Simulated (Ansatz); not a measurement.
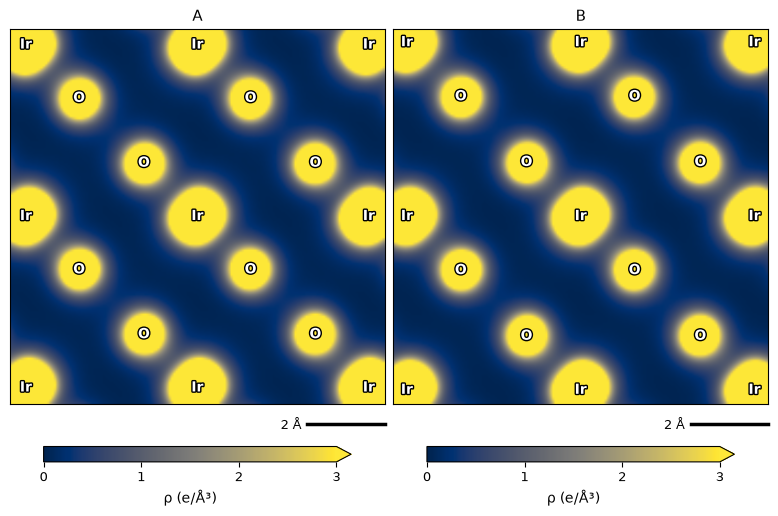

IrO₂. The valence electron density of two cells that differ in size, on the (001) plane of each (indices in the axes of the calculation cell), at one length scale and on one colour scale: B has 10.6 Å³ an atom and A 10.2.

Theory: DFT, PBE, PAW with Ansatz's default frozen-core files, scalar-relativistic in Ansatz 0.2.0.

The density is the valence pseudo-density of a PAW calculation; it isn't the true density close to the nuclei.

**What changes from the larger cell to the smaller?**

From the larger cell to the smaller, Ir–O goes from 1.98 to 1.95 Å, and the density at its midpoint from 0.92 to 0.98 e/Å³; the pressure goes from 8 to 22 GPa.
